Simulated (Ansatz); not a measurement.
**Run report: Ga₄AsP₃, geometry relaxation (part 1 of 2)**

The run: geometry relaxation of Ga₄AsP₃ (P-4m2, 8 atoms in the cell). Method and program: DFT, PBE, plane waves, PAW, no spin polarisation (Ansatz 0.2.0).

The structure was built on a prototype by a generator; it need not be a known phase. Figures and captions count atoms from 1; the log counts them from 0 in places.

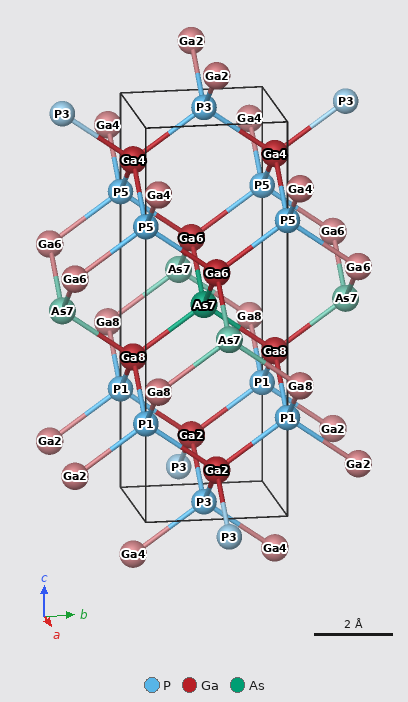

*The structure as given in the input (ball-and-stick view of the cell of the calculation, seen slightly off an axis; neighbours outside the cell are drawn fainter; atoms are numbered from 1 in the order of the input). An atom can appear more than once, as a periodic image.*

Results in brief:

```tsv
quantity	value
outcome	converged
space group (tolerance 0.01 Å)	P-4m2 (115)
electrons treated	82
free energy	−22258.4626 eV
Fermi energy	7.583 eV
pressure	0.00 GPa
final volume	172.28 Å³
largest force (length of the vector) at the end	under 0.001 eV/Å
final cell	a = 3.937 Å, b = 3.937 Å, c = 11.116 Å, α = 90.00°, β = 90.00°, γ = 90.00°
hardware	4 threads of Arm Neoverse V1, 24 GiB of memory available, shared host
wall time	32 s (CPU time 2 min)
peak memory	0.56 GiB
```

Input:
```yaml
crystal:
  lattice:
    - [3.7330631928, 0.0, 0.0]
    - [0.0, 3.7330631928, 0.0]
    - [0.0, 0.0, 10.558697193]
  atoms:
    - { symbol: P, position: [0.0, 0.0, 0.25] }
    - { symbol: Ga, position: [0.0, 0.5, 0.125] }
    - { symbol: P, position: [0.5, 0.5, 0.0] }
    - { symbol: Ga, position: [0.5, 0.0, 0.875] }
    - { symbol: P, position: [0.0, 0.0, 0.75] }
    - { symbol: Ga, position: [0.0, 0.5, 0.625] }
    - { symbol: As, position: [0.5, 0.5, 0.5] }
    - { symbol: Ga, position: [0.5, 0.0, 0.375] }
kpoints:
  mp_grid: { grid: [6, 6, 2] }
hamiltonian:
  xc: pbe
scf:
  occupations: { method: fermi_dirac, width: 0.02 }
relax:
  f_tol: 0.005
  cell: {}
```

Command:
```bash
ansatz run input.yaml --threads 4 --pin off --max-ram 6451MiB --backend cpu --events-out ev --progress --plain --runs-dir out
```

Log:
```
Engine: ansatz 0.2.0, aarch64-unknown-linux-gnu
Pseudopotentials: kind: paw
Pseudopotential: P, paw, valence charge 5, recommended cutoff 420 eV (normal), P.paw.azcp
Pseudopotential: Ga, paw, valence charge 13, recommended cutoff 420 eV (normal), Ga.paw.azcp
Pseudopotential: As, paw, valence charge 15, recommended cutoff 420 eV (normal), As.paw.azcp
Functional definition: PBE
  parameter kappa = 0.804
  parameter beta = 0.06672455060314922
  exchange = pbe_x(kappa = kappa, mu = beta*pi^2/3)
  correlation = pbe_c(beta = beta)
Crystal: 8 atoms, lattice volume = 147.143 Å³
Basis set: ecut = 420 eV, 2875 PW (Γ), exchange–correlation on 50×50×144 points (8 copies of the dense FFT grid, shifted against one another)
Bands: 50, of which v1, the nominal top of the filled ones, is band 41 counted from 1 (40 counted from 0)
Symmetry: 8 space group operations
Space group: P-4m2 (ITA 115), of the structure as read, at distance tolerance 5.3e-5 Å
k-points: 20 of 72
Non-local potential: P, projectors of the file, l = 0: 2, l = 1: 2, l = 2: 2
Non-local potential: Ga, projectors of the file, l = 0: 2, l = 1: 2, l = 2: 3, l = 3: 1
Non-local potential: As, projectors of the file, l = 0: 2, l = 1: 2, l = 2: 3, l = 3: 1
PAW form: soft (Blöchl's): semilocal exchange-correlation on the pseudo side does not see the compensation charge
PAW one-centre angular grid: P, 110 points (default); XC on 64 Gauss nodes
PAW one-centre angular grid: Ga, 590 points (default); XC on 64 Gauss nodes
PAW one-centre angular grid: As, 590 points (default); XC on 64 Gauss nodes
Initial density: superposition of atomic densities (neutral atoms: chi_scale 0, normalization atom), corrected by the library's trained network
Initial wavefunctions: pseudopotential atomic-orbital guess
Functional: x = pbe(κ = 0.804, μ = 0.2195149727645171), c = pbe(β = 0.06672455060314922)
SCF iter   1: F=—  HF=-22257.266534 eV  |F-HF|=—  |Δ(HF+E_count)|=         —  Δρ=1.33e-3  dr2=3.18e-3  ethr=1.77e-3  ⟨swp⟩=7.7  Hψ=4564  notcnv=0
preconditioner: auto → Resta (q_TF=auto, 2.475 Å⁻¹)  ε∞=4.2  [insulator: Δε(μ)=1.312 eV  Ē_g=14.608 eV  σ=0.020 eV  W_gap=1.00  n_scr=48 (ndim 8)  ℏωp=26.0 eV  f_vac=0.010  D(μ)=0.00/eV (n_scr^D=0)  ε∞_Penn≈4.2]
SCF iter   2: F=—  HF=-22257.263718 eV  |F-HF|=—  |Δ(HF+E_count)|=   2.82e-3  Δρ=7.55e-4  dr2=9.45e-4  ethr=3.88e-6  ⟨swp⟩=3.0  Hψ=1643  notcnv=0  defer=54
SCF iter   3: F=—  HF=-22257.263811 eV  |F-HF|=—  |Δ(HF+E_count)|=   9.33e-5  Δρ=2.27e-4  dr2=1.25e-4  ethr=1.15e-6  ⟨swp⟩=2.0  Hψ=1594  notcnv=0  defer=54
SCF iter   4: F=—  HF=-22257.263790 eV  |F-HF|=—  |Δ(HF+E_count)|=   2.08e-5  Δρ=8.99e-5  dr2=2.08e-5  ethr=1.53e-7  ⟨swp⟩=2.0  Hψ=1657  notcnv=0  defer=54
SCF iter   5: F=—  HF=-22257.263793 eV  |F-HF|=—  |Δ(HF+E_count)|=   2.63e-6  Δρ=4.88e-5  dr2=6.61e-6  ethr=2.54e-8  ⟨swp⟩=2.1  Hψ=1662  notcnv=0  defer=54
SCF iter   6: F=—  HF=-22257.263795 eV  |F-HF|=—  |Δ(HF+E_count)|=   2.23e-6  Δρ=1.70e-5  dr2=5.94e-7  ethr=8.06e-9  ⟨swp⟩=2.2  Hψ=1666  notcnv=0  defer=54
SCF iter   7: F=-22257.263796 eV  HF=-22257.263796 eV  |F-HF|=6.94e-9  |Δ(HF+E_count)|=   9.07e-7  Δρ=3.57e-6  dr2=2.98e-8  ethr=1.22e-10  ⟨swp⟩=3.5  Hψ=3889  notcnv=0
SCF 1 converged in 7 iterations: F = -22257.263796 eV  dr2 = 2.98e-8
  greatest PAW one-centre occupation: 0.999 electrons in one spin orbital (limit 2), on the As atom at site 6 (counted from 0), in its partial waves of l = 2
relax step   1: F+E_penalty+E_count = -22257.26379624 eV  Δ(F+E_penalty+E_count) = +0.000e0 eV  max|allowed force component| = 1.075e0 eV/Å  Δτ_max = 0.0000 Å  P = +16.562 GPa  Ω = 147.143 Å³  (7 SCF iters, dr2 threshold 1.00e-7 eV, accepted)
Crystal: 8 atoms, lattice volume = 163.973 Å³
Basis set: ecut = 420 eV, 3245 PW (Γ), exchange–correlation on 50×50×144 points (8 copies of the dense FFT grid, shifted against one another)
Initial density: handed on by an earlier stage of this run
Initial wavefunctions: those handed on with the density
iter 1 solved again at ethr=1.17e-4 eV; its pass at ethr=3.10e-3 eV (dr2=9.61e-2 eV) is discarded
SCF iter   1: F=—  HF=-22258.363592 eV  |F-HF|=—  |Δ(HF+E_count)|=         —  Δρ=8.20e-3  dr2=9.70e-2  ethr=1.17e-4  ⟨swp⟩=2.4  Hψ=5846  notcnv=0
preconditioner: auto → Resta (q_TF=auto, 2.431 Å⁻¹)  ε∞=4.0  [insulator: Δε(μ)=1.403 eV  Ē_g=14.198 eV  σ=0.020 eV  W_gap=1.00  n_scr=48 (ndim 8)  ℏωp=24.6 eV  f_vac=0.039  D(μ)=0.00/eV (n_scr^D=0)  ε∞_Penn≈4.0]
SCF iter   2: F=—  HF=-22258.352417 eV  |F-HF|=—  |Δ(HF+E_count)|=   1.12e-2  Δρ=4.58e-3  dr2=3.09e-2  ethr=1.17e-4  ⟨swp⟩=3.1  Hψ=1257  notcnv=0
SCF iter   3: F=—  HF=-22258.355154 eV  |F-HF|=—  |Δ(HF+E_count)|=   2.74e-3  Δρ=1.01e-3  dr2=1.93e-3  ethr=3.77e-5  ⟨swp⟩=3.9  Hψ=1963  notcnv=0
SCF iter   4: F=—  HF=-22258.355471 eV  |F-HF|=—  |Δ(HF+E_count)|=   3.16e-4  Δρ=5.86e-4  dr2=6.02e-4  ethr=2.35e-6  ⟨swp⟩=2.1  Hψ=1996  notcnv=0
SCF iter   5: F=—  HF=-22258.355751 eV  |F-HF|=—  |Δ(HF+E_count)|=   2.81e-4  Δρ=1.78e-4  dr2=9.38e-5  ethr=7.34e-7  ⟨swp⟩=2.0  Hψ=1724  notcnv=0
SCF iter   6: F=—  HF=-22258.355860 eV  |F-HF|=—  |Δ(HF+E_count)|=   1.09e-4  Δρ=6.31e-5  dr2=9.26e-6  ethr=1.14e-7  ⟨swp⟩=2.0  Hψ=1820  notcnv=0
SCF iter   7: F=-22258.355877 eV  HF=-22258.355877 eV  |F-HF|=6.98e-7  |Δ(HF+E_count)|=   1.63e-5  Δρ=2.12e-5  dr2=6.30e-7  ethr=9.76e-10  ⟨swp⟩=4.0  Hψ=4670  notcnv=0
SCF 2 converged in 7 iterations: F = -22258.355877 eV  dr2 = 6.30e-7
relax step   2: F+E_penalty+E_count = -22258.35587727 eV  Δ(F+E_penalty+E_count) = -1.092e0 eV  max|allowed force component| = 6.311e-2 eV/Å  Δτ_max = 0.0766 Å  P = +3.987 GPa  Ω = 163.973 Å³  energy of the carried Pulay correction = -5.053e-3 eV  (7 SCF iters, dr2 threshold 8.00e-7 eV, accepted)
Crystal: 8 atoms, lattice volume = 170.384 Å³
Basis set: ecut = 420 eV, 3341 PW (Γ), exchange–correlation on 50×50×144 points (8 copies of the dense FFT grid, shifted against one another)
iter 1 solved again at ethr=1.31e-5 eV; its pass at ethr=3.10e-3 eV (dr2=1.07e-2 eV) is discarded
SCF iter   1: F=—  HF=-22258.448006 eV  |F-HF|=—  |Δ(HF+E_count)|=         —  Δρ=2.08e-3  dr2=1.09e-2  ethr=1.31e-5  ⟨swp⟩=3.3  Hψ=5646  notcnv=0
preconditioner: auto → Resta (q_TF=auto, 2.415 Å⁻¹)  ε∞=4.0  [insulator: Δε(μ)=1.259 eV  Ē_g=14.024 eV  σ=0.020 eV  W_gap=1.00  n_scr=48 (ndim 8)  ℏωp=24.1 eV  f_vac=0.029  D(μ)=0.00/eV (n_scr^D=0)  ε∞_Penn≈4.0]
SCF iter   2: F=—  HF=-22258.446459 eV  |F-HF|=—  |Δ(HF+E_count)|=   1.55e-3  Δρ=1.15e-3  dr2=2.78e-3  ethr=1.31e-5  ⟨swp⟩=2.0  Hψ=1285  notcnv=0
SCF iter   3: F=—  HF=-22258.446580 eV  |F-HF|=—  |Δ(HF+E_count)|=   1.21e-4  Δρ=3.29e-4  dr2=3.20e-4  ethr=3.39e-6  ⟨swp⟩=2.0  Hψ=1305  notcnv=0
SCF iter   4: F=—  HF=-22258.446721 eV  |F-HF|=—  |Δ(HF+E_count)|=   1.41e-4  Δρ=1.17e-4  dr2=3.74e-5  ethr=3.91e-7  ⟨swp⟩=2.0  Hψ=1814  notcnv=0
SCF iter   5: F=—  HF=-22258.446751 eV  |F-HF|=—  |Δ(HF+E_count)|=   3.06e-5  Δρ=5.65e-5  dr2=4.53e-6  ethr=4.56e-8  ⟨swp⟩=2.0  Hψ=1820  notcnv=0
SCF iter   6: F=—  HF=-22258.446755 eV  |F-HF|=—  |Δ(HF+E_count)|=   3.59e-6  Δρ=2.51e-5  dr2=8.47e-7  ethr=9.76e-10  ⟨swp⟩=5.8  Hψ=4297  notcnv=0
SCF iter   7: F=-22258.446756 eV  HF=-22258.446756 eV  |F-HF|=1.31e-7  |Δ(HF+E_count)|=   1.08e-6  Δρ=7.21e-6  dr2=7.73e-8  ethr=9.76e-10  ⟨swp⟩=5.0  Hψ=4172  notcnv=0
SCF 3 converged in 7 iterations: F = -22258.446756 eV  dr2 = 7.73e-8
relax step   3: F+E_penalty+E_count = -22258.44675599 eV  Δ(F+E_penalty+E_count) = -9.088e-2 eV  max|allowed force component| = 4.273e-2 eV/Å  Δτ_max = 0.0125 Å  P = +0.759 GPa  Ω = 170.384 Å³  energy of the carried Pulay correction = -6.838e-3 eV  (7 SCF iters, dr2 threshold 8.00e-7 eV, accepted)
Crystal: 8 atoms, lattice volume = 171.972 Å³
Basis set: ecut = 420 eV, 3413 PW (Γ), exchange–correlation on 50×50×144 points (8 copies of the dense FFT grid, shifted against one another)
iter 1 solved again at ethr=1.02e-6 eV; its pass at ethr=3.10e-3 eV (dr2=8.35e-4 eV) is discarded
SCF iter   1: F=—  HF=-22258.450878 eV  |F-HF|=—  |Δ(HF+E_count)|=         —  Δρ=7.02e-4  dr2=6.67e-4  ethr=1.02e-6  ⟨swp⟩=4.0  Hψ=5381  notcnv=0
preconditioner: auto → Resta (q_TF=auto, 2.411 Å⁻¹)  ε∞=4.0  [insulator: Δε(μ)=1.184 eV  Ē_g=13.988 eV  σ=0.020 eV  W_gap=1.00  n_scr=48 (ndim 8)  ℏωp=24.0 eV  f_vac=0.026  D(μ)=0.00/eV (n_scr^D=0)  ε∞_Penn≈4.0]
SCF iter   2: F=—  HF=-22258.450815 eV  |F-HF|=—  |Δ(HF+E_count)|=   6.32e-5  Δρ=3.90e-4  dr2=2.13e-4  ethr=8.14e-7  ⟨swp⟩=1.3  Hψ=1017  notcnv=0
SCF iter   3: F=—  HF=-22258.450825 eV  |F-HF|=—  |Δ(HF+E_count)|=   9.98e-6  Δρ=6.38e-5  dr2=1.06e-5  ethr=2.59e-7  ⟨swp⟩=2.5  Hψ=1558  notcnv=0
SCF iter   4: F=—  HF=-22258.450831 eV  |F-HF|=—  |Δ(HF+E_count)|=   6.09e-6  Δρ=3.64e-5  dr2=2.48e-6  ethr=1.30e-8  ⟨swp⟩=2.0  Hψ=1820  notcnv=0
SCF iter   5: F=-22258.450831 eV  HF=-22258.450831 eV  |F-HF|=4.98e-7  |Δ(HF+E_count)|=   1.03e-7  Δρ=1.48e-5  dr2=3.44e-7  ethr=9.76e-10  ⟨swp⟩=5.0  Hψ=4247  notcnv=0
SCF 4 converged in 5 iterations: F = -22258.450831 eV  dr2 = 3.44e-7
relax step   4: F+E_penalty+E_count = -22258.45083133 eV  Δ(F+E_penalty+E_count) = -4.075e-3 eV  max|allowed force component| = 5.140e-3 eV/Å  Δτ_max = 0.0065 Å  P = +0.051 GPa  Ω = 171.972 Å³  energy of the carried Pulay correction = -7.269e-3 eV  (5 SCF iters, dr2 threshold 8.00e-7 eV, accepted)
Crystal: 8 atoms, lattice volume = 172.093 Å³
iter 1 solved again at ethr=9.69e-9 eV; its pass at ethr=3.10e-3 eV (dr2=7.94e-6 eV) is discarded
SCF iter   1: F=—  HF=-22258.450820 eV  |F-HF|=—  |Δ(HF+E_count)|=         —  Δρ=6.75e-5  dr2=6.98e-6  ethr=9.69e-9  ⟨swp⟩=3.1  Hψ=5310  notcnv=0
preconditioner: auto → Resta (q_TF=auto, 2.411 Å⁻¹)  ε∞=3.9  [insulator: Δε(μ)=1.176 eV  Ē_g=13.986 eV  σ=0.020 eV  W_gap=1.00  n_scr=48 (ndim 8)  ℏωp=24.0 eV  f_vac=0.024  D(μ)=0.00/eV (n_scr^D=0)  ε∞_Penn≈3.9]
SCF iter   2: F=—  HF=-22258.450830 eV  |F-HF|=—  |Δ(HF+E_count)|=   1.04e-5  Δρ=3.73e-5  dr2=2.21e-6  ethr=8.52e-9  ⟨swp⟩=2.2  Hψ=1134  notcnv=0
SCF iter   3: F=—  HF=-22258.450831 eV  |F-HF|=—  |Δ(HF+E_count)|=   8.68e-7  Δρ=1.39e-5  dr2=3.89e-7  ethr=2.70e-9  ⟨swp⟩=2.0  Hψ=1699  notcnv=0
SCF iter   4: F=—  HF=-22258.450831 eV  |F-HF|=—  |Δ(HF+E_count)|=   3.27e-8  Δρ=4.48e-6  dr2=4.32e-8  ethr=4.75e-10  ⟨swp⟩=2.0  Hψ=1720  notcnv=0
SCF iter   5: F=-22258.450831 eV  HF=-22258.450831 eV  |F-HF|=9.46e-9  |Δ(HF+E_count)|=   4.36e-8  Δρ=2.01e-6  dr2=6.10e-9  ethr=2.02e-11  ⟨swp⟩=5.0  Hψ=3834  notcnv=0
SCF 5 converged in 5 iterations: F = -22258.450831 eV  dr2 = 6.10e-9
relax step   5: F+E_penalty+E_count = -22258.45083094 eV  Δ(F+E_penalty+E_count) = +3.928e-7 eV  max|allowed force component| = 6.386e-4 eV/Å  Δτ_max = 0.0005 Å  P = -0.001 GPa  Ω = 172.093 Å³  energy of the carried Pulay correction = -7.302e-3 eV  (5 SCF iters, dr2 threshold 1.66e-8 eV, accepted)
Basis set: ecut = 420 eV, 3413 PW (Γ), exchange–correlation on 54×54×150 points (8 copies of the dense FFT grid, shifted against one another)
Initial wavefunctions: pseudopotential atomic-orbital guess (no wavefunctions were taken with the density)
iter 1 solved again at ethr=9.46e-7 eV; its pass at ethr=3.10e-3 eV (dr2=7.76e-4 eV) is discarded
SCF iter   1: F=—  HF=-22258.421137 eV  |F-HF|=—  |Δ(HF+E_count)|=         —  Δρ=1.30e-3  dr2=9.44e-5  ethr=9.46e-7  ⟨swp⟩=3.1  Hψ=6472  notcnv=0
preconditioner: auto → Resta (q_TF=auto, 2.411 Å⁻¹)  ε∞=3.9  [insulator: Δε(μ)=1.179 eV  Ē_g=13.989 eV  σ=0.020 eV  W_gap=1.00  n_scr=48 (ndim 8)  ℏωp=24.0 eV  f_vac=0.024  D(μ)=0.00/eV (n_scr^D=0)  ε∞_Penn≈3.9]
SCF iter   2: F=—  HF=-22258.451973 eV  |F-HF|=—  |Δ(HF+E_count)|=   3.08e-2  Δρ=6.57e-4  dr2=1.99e-5  ethr=1.15e-7  ⟨swp⟩=2.0  Hψ=1483  notcnv=0
SCF iter   3: F=—  HF=-22258.462296 eV  |F-HF|=—  |Δ(HF+E_count)|=   1.03e-2  Δρ=1.04e-4  dr2=1.19e-6  ethr=2.43e-8  ⟨swp⟩=2.1  Hψ=1340  notcnv=0
SCF iter   4: F=—  HF=-22258.462553 eV  |F-HF|=—  |Δ(HF+E_count)|=   2.57e-4  Δρ=1.49e-5  dr2=2.41e-7  ethr=1.45e-9  ⟨swp⟩=2.0  Hψ=1838  notcnv=0
SCF iter   5: F=—  HF=-22258.462554 eV  |F-HF|=—  |Δ(HF+E_count)|=   8.05e-7  Δρ=4.89e-6  dr2=6.21e-8  ethr=2.94e-10  ⟨swp⟩=2.0  Hψ=1720  notcnv=0
SCF iter   6: F=—  HF=-22258.462554 eV  |F-HF|=—  |Δ(HF+E_count)|=   1.48e-7  Δρ=1.96e-6  dr2=1.15e-8  ethr=7.57e-11  ⟨swp⟩=3.0  Hψ=1759  notcnv=0
SCF iter   7: F=—  HF=-22258.462554 eV  |F-HF|=—  |Δ(HF+E_count)|=   2.12e-8  Δρ=6.62e-7  dr2=1.26e-9  ethr=1.41e-11  ⟨swp⟩=2.0  Hψ=1320  notcnv=0
SCF iter   8: F=-22258.462554 eV  HF=-22258.462554 eV  |F-HF|=6.55e-11  |Δ(HF+E_count)|=   3.23e-9  Δρ=1.57e-7  dr2=2.52e-11  ethr=1.00e-12  ⟨swp⟩=4.0  Hψ=4321  notcnv=0
SCF 6 converged in 8 iterations: F = -22258.462554 eV  dr2 = 2.52e-11
relax step   6: F+E_penalty+E_count = -22258.46255376 eV  Δ(F+E_penalty+E_count) = -1.172e-2 eV  max|allowed force component| = 5.325e-4 eV/Å  Δτ_max = 0.0000 Å  P = +0.081 GPa  Ω = 172.093 Å³  stress off target by 8.54e-2 GPa  SCF on the basis re-selected at this cell (its energy is not comparable with the rows above)  (8 SCF iters)
basis re-selected at this cell: Δ(F+E_penalty+E_count) = -1.172e-2 eV, ΔP = +0.081 GPa vs the last step (what re-selecting the basis moved, of the pressure what is left beyond the Pulay correction that the steps carried, after the strain that the cell walked since its last selection, with what the two solves' SCF thresholds leave and, on support functions, any second-order correction that the steps lacked; it is no measure of the basis error at this ecutwfc). The dense FFT grid was sized anew with the basis: this SCF ran on 27×27×75 points, the steps before it on 25×25×72, so part of this shift can come from that change (see relax.cell in the input reference). This SCF's stress stands 8.54e-2 GPa from its target on what of the cell is left free (relax.cell.stress_tol is 5.00e-2 GPa) and its largest allowed force component is 5.32e-4 eV/Å (relax.f_tol is 5.00e-3 eV/Å): not within both, so this SCF does not close the relaxation
Crystal: 8 atoms, lattice volume = 172.283 Å³
iter 1 solved again at ethr=8.87e-9 eV; its pass at ethr=3.10e-3 eV (dr2=7.28e-6 eV) is discarded
```
